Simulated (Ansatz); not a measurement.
SiNi3 (interface cell)

```xyz
32
Lattice="3.5063 0.0000 0.0000 0.0000 4.9586 0.0000 0.0000 0.0000 19.9349" Properties=species:S:1:pos:R:3 pbc="T T T"
Si    0.0000    0.0000    0.0773
Si    0.0000    2.4793    2.4905
Ni    1.7531    1.2336    1.2495
Ni    1.7531    3.7190    3.7378
Ni    1.7531    3.7250    1.2495
Ni    1.7531    1.2397    3.7378
Ni    0.0000    2.4793    0.0337
Ni    0.0000    0.0000    2.5132
Si    0.0000    0.0000    4.9851
Si    0.0000    2.4793    7.3983
Ni    1.7531    1.2457    6.2261
Ni    1.7531    3.6966    8.7215
Ni    1.7531    3.7129    6.2261
Ni    1.7531    1.2620    8.7215
Ni    0.0000    2.4793    4.9624
Ni    0.0000    0.0000    7.4419
Ni    0.0000    0.0000   10.0012
Ni    0.0000    2.4793   12.4807
Ni    1.7531    1.2457   11.2170
Ni    1.7531    3.7190   13.7053
Ni    1.7531    3.7129   11.2170
Ni    1.7531    1.2397   13.7053
Si    0.0000    2.4793   10.0448
Si    0.0000    0.0000   12.4579
Ni    0.0000    0.0000   14.9299
Ni    0.0000    2.4793   17.4094
Ni    1.7531    1.2336   16.1935
Ni    1.7531    3.7413   18.6890
Ni    1.7531    3.7250   16.1935
Ni    1.7531    1.2173   18.6890
Si    0.0000    2.4793   14.9526
Si    0.0000    0.0000   17.3657
```

Computed without spin polarisation.

Level of theory: DFT PBE, scalar-relativistic, plane waves, PAW (Ansatz 0.2.0).

What can the converged valence pseudo-density and electron localisation function tell about the bonding?

Si–Ni (2.44 Å): the density is about 0.38 e/Å³ at the midpoint; the ELF peaks at about 0.65 in the valence shell of Si, 0.9 Å from its nucleus, and is about 0.40 at the midpoint.
Si–Ni (2.48 Å): the density is about 0.35 e/Å³ at the midpoint; the ELF peaks at about 0.65 in the valence shell of Si, 0.9 Å from its nucleus, and is about 0.40 at the midpoint.

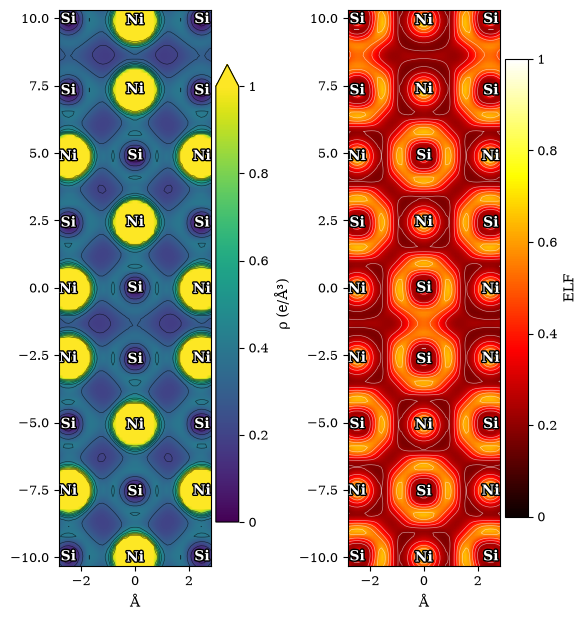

Computed valence pseudo-density and electron localisation function on the (100) plane of the calculation cell, in this order. 
